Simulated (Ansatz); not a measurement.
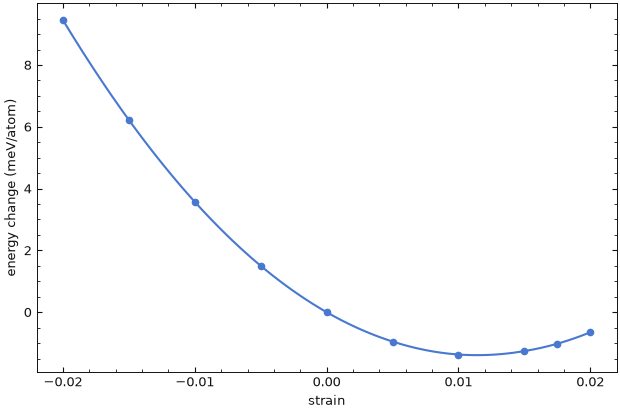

Plotted: energy change against strain for AlNi, space group Cmmm (No. 65).

Structure:
```
CELL_PARAMETERS angstrom
1.93869 -1.95319 0.00000
1.93869 1.95319 0.00000
0.00000 0.00000 3.09943
ATOMIC_POSITIONS crystal
Al 0.00000 0.00000 0.00000
Ni 0.50000 0.50000 0.50000
```

Computed with Ansatz 0.2.0: homogeneous strain of a crystal along one Voigt pattern with engineering shear, fractional coordinates fixed, by plane-wave density functional theory with PAW datasets, free energies less that of the undisturbed cell; scalar-relativistic. Level: PBEsol, no spin polarisation.

```json
{"setting": "wave cutoff", "value": "420 eV"}
{"setting": "k mesh", "value": "18×18×16"}
{"setting": "occupations", "value": "Gaussian"}
{"setting": "smearing width", "value": "0.15 eV"}
{"setting": "k shift", "value": "(0, 0, 0) (mesh steps)"}
{"setting": "start", "value": "as given"}
{"setting": "strain pattern", "value": "(1, 0, 0, 0, 0, 0) (xx yy zz yz xz xy with engineering shear)"}
```

Is the starting structure at a minimum along this coordinate?

No: the energy falls towards positive values, so the start isn't a stationary minimum along this path.

Where is the energy change lowest, and are there other minima?

The lowest computed point is at strain 0.0100 (−1.37 meV/atom), and no other minimum shows.

Which elastic constant follows from the slope of the stress, and how large is it?

The slope of stress against strain at the start, which at zero pressure is the clamped-ion constant C11, is 300 GPa.

Note: no spin polarisation, a magnetic state may lie lower; reference crystal is not relaxed.
